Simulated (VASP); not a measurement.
**ZnS: one change and its effect**

System: ZnS (Fm-3m, 2 atoms in the cell).
Method of run 1: DFT, LDA, plane waves, PAW (VASP 6.6.1).

The structure was built on a prototype by a generator. The geometry comes from this level: PBE. 

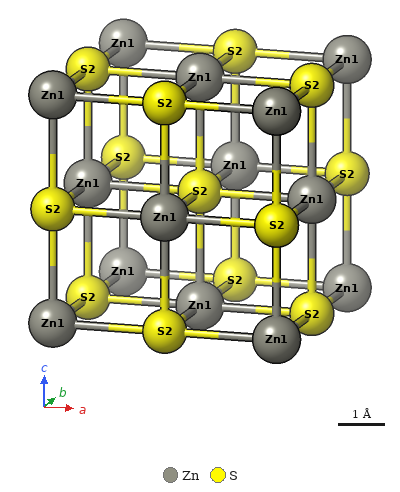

The input geometry (ball-and-stick view of the cell 4 times as large as that of the calculation, set on its symmetry axes, seen slightly off an axis; atoms are numbered from 1 in the order of the input). Near neighbours in the crystal (not all of them lie inside the picture): Zn has 6 S at 2.55 Å; S has 6 Zn at 2.55 Å.

## INCAR, run 1
```
ENCUT = 600.000000
SIGMA = 0.020000
EDIFF = 1.00e-07
EDIFFG = -5.00e-03
GGA = CA
PREC = Accurate
IBRION = 2
ISIF = 3
ISMEAR = -1
NBANDS = 16
NELM = 120
NSW = 40
LASPH = .TRUE.
LCHARG = .FALSE.
LWAVE = .FALSE.
LREAL = .FALSE.
```

## KPOINTS, run 1
```
KPOINTS created by Atomic Simulation Environment
0
Gamma
8 8 8
0 0 0
```

## POSCAR, run 1
```
Zn S
 1.0000000000000000
    -0.0000000000000000    2.5518826694687036    2.5518826694687036
     2.5518826694687036   -0.0000000000000000    2.5518826694687036
     2.5518826694687036    2.5518826694687036   -0.0000000000000000
 Zn  S
   1   1
Cartesian
 -0.0000000000000000 -0.0000000000000000 -0.0000000000000000
  2.5518826694687031  2.5518826694687031  2.5518826694687031
```

Command:
```bash
mpirun -np 1 vasp_std
```

Hardware: 1 CPU thread, shared host.

## OSZICAR and lines of OUTCAR (run 1)
```
N       E                     dE             d eps       ncg     rms          rms(c)
DAV:   1     0.939754844798E+02    0.93975E+02   -0.98481E+03   936   0.158E+03
DAV:   2    -0.240735427468E+01   -0.96383E+02   -0.90194E+02  1040   0.299E+02
DAV:   3    -0.806505984563E+01   -0.56577E+01   -0.56211E+01  1128   0.654E+01
DAV:   4    -0.811796186377E+01   -0.52902E-01   -0.52888E-01  1104   0.642E+00
DAV:   5    -0.811843039281E+01   -0.46853E-03   -0.46852E-03  1168   0.611E-01    0.792E+00
DAV:   6    -0.769687834105E+01    0.42155E+00   -0.76526E-01  1312   0.300E+01    0.611E+00
DAV:   7    -0.766622603627E+01    0.30652E-01   -0.16954E-01  1096   0.451E+00    0.287E+00
DAV:   8    -0.766065518812E+01    0.55708E-02   -0.44783E-03  1336   0.130E+00    0.540E-01
DAV:   9    -0.766025058490E+01    0.40460E-03   -0.13038E-03  1032   0.287E-01    0.635E-02
DAV:  10    -0.766026149647E+01   -0.10912E-04   -0.11652E-04  1184   0.119E-01    0.219E-02
DAV:  11    -0.766025361217E+01    0.78843E-05   -0.17643E-05  1408   0.803E-02    0.501E-03
DAV:  12    -0.766025367039E+01   -0.58221E-07   -0.16741E-06  1088   0.996E-03    0.203E-03
DAV:  13    -0.766025365208E+01    0.18313E-07   -0.34786E-08   728   0.350E-03
   1 F= -.76602537E+01 E0= -.76598978E+01  d E =-.766025E+01
[... from OUTCAR:]
   NELECT =      18.0000    total number of electrons
 E-fermi :   4.5615
  free  energy   TOTEN  =        -7.6602536521 eV
  energy  without entropy=       -7.6595419150  energy(sigma->0) =       -7.65989778
```

The input of run 2 differs as follows (lines with − go, lines with + come):
```diff
+ALGO = Damped
+TIME = 0.1
```

What does this change do to the results?

Run 2 ends 0.32 meV per atom lower: the change has altered the solution reached or how tightly it is converged. The SCF takes 109 iterations against 13.

## OSZICAR and lines of OUTCAR (run 2)
```
N       E                     dE             d eps       ncg     rms           ort
DAV:   1     0.153147186089E+03    0.15315E+03   -0.94633E+03   464   0.177E+03
DAV:   2     0.326278891196E+02   -0.12052E+03   -0.11355E+03   464   0.359E+02
DAV:   3    -0.122187195840E+01   -0.33850E+02   -0.32399E+02   464   0.153E+02
DAV:   4    -0.692762000434E+01   -0.57057E+01   -0.55913E+01   464   0.712E+01
DAV:   5    -0.794828857635E+01   -0.10207E+01   -0.10072E+01   464   0.262E+01
SDA:   6    -0.695363559159E+01    0.99465E+00   -0.24305E+00   464   0.243E+01   0.000E+00
DMP:   7    -0.716438113649E+01   -0.21075E+00   -0.24805E+00   464   0.135E+01   0.179E+01
[...]
DMP:  24    -0.766089518713E+01   -0.19433E-05   -0.20048E-05   464   0.956E-05   0.165E-04
DMP:  25    -0.766089677860E+01   -0.15915E-05   -0.11353E-05   464   0.387E-05   0.118E-04
DMP:  26    -0.766089761103E+01   -0.83243E-06   -0.56140E-06   464   0.225E-05   0.529E-05
DMP:  27    -0.766089804173E+01   -0.43071E-06   -0.41602E-06   464   0.226E-05   0.299E-05
DMP:  28    -0.766089840276E+01   -0.36103E-06   -0.37905E-06   464   0.184E-05   0.307E-05
DMP:  29    -0.766089873530E+01   -0.33254E-06   -0.28559E-06   464   0.105E-05   0.285E-05
DMP:  30    -0.766089897428E+01   -0.23898E-06   -0.16576E-06   464   0.441E-06   0.192E-05
DMP:  31    -0.766089910562E+01   -0.13134E-06   -0.80456E-07   464   0.189E-06   0.971E-06
DMP:  32    -0.766089916731E+01   -0.61697E-07   -0.41024E-07   464   0.134E-06   0.435E-06
   3 F= -.76608992E+01 E0= -.76605433E+01  d E =-.593264E-01
[... from OUTCAR:]
   NELECT =      18.0000    total number of electrons
 E-fermi :   4.5624
  free  energy   TOTEN  =        -7.6608991673 eV
  energy  without entropy=       -7.6601874274  energy(sigma->0) =       -7.66054330
```

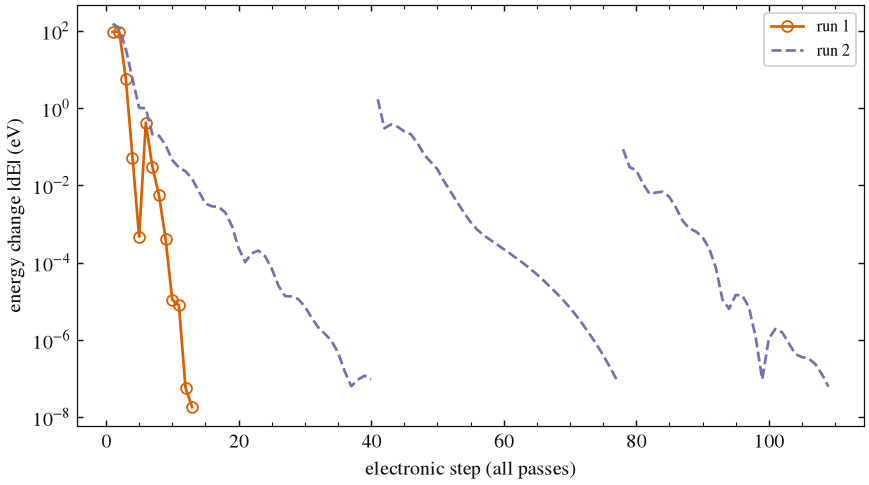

Convergence of the two runs: energy change |dE| against the electronic step. A break in a curve parts two SCF passes. Run 1 takes 13 steps in all, and run 2 takes 109.

## The two runs side by side

| quantity | run 1 | run 2 |
| --- | --- | --- |
| outcome | converged | converged |
| free energy per atom (eV) | −3.8301 | −3.8304 |
| pressure (GPa) | 0.00 | −0.01 |
| largest force (eV/Å) | 0.000 | 0.000 |
| SCF iterations | 13 | 109 |
| irreducible k-points | 29 | 29 |

For both runs: The volume changed by more than 5 % on the plane waves of the start, so the result carries a basis error; a second relaxation from the end is advised.
